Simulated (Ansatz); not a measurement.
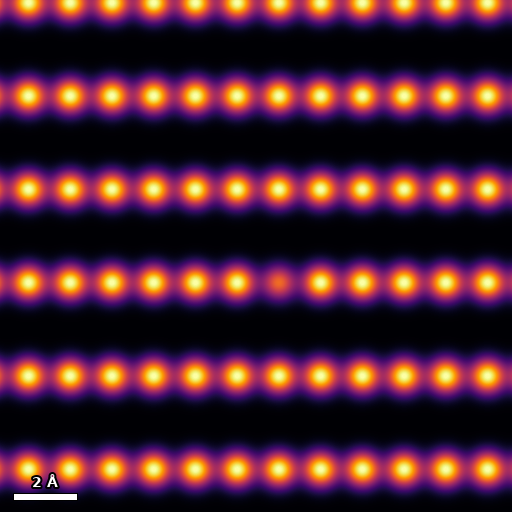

Dark-field STEM-like image of Sc (Pm-3m, No. 221) along [210]. Simulation: incoherent imaging, intensity Z^1.7 per atom, probe width 0.90 Å, thin sample.

The sample is 3 repeats (19.9 Å) thick. One point defect was put into the perfect crystal, without relaxing the atoms around it. Brightness is counted from the darkest point of the image. Host structure: the end point of a relaxation with Ansatz 0.2.0, DFT, m-r2SCAN, plane waves (500 eV) with PAW, scalar-relativistic; the starting structure was generated, so it need not be a known form of this composition.

Question: Where is the defect (in Å from the left and the top edge), and what does its contrast suggest?

Answer: At about 9 Å from the left and 9 Å from the top. The column is dimmer, which points to a vacancy or a lighter atom. The column holds 3 atoms (Sc) through the sample, and one Sc atom is missing, so its peak drops to about 65 % of that of its equals.
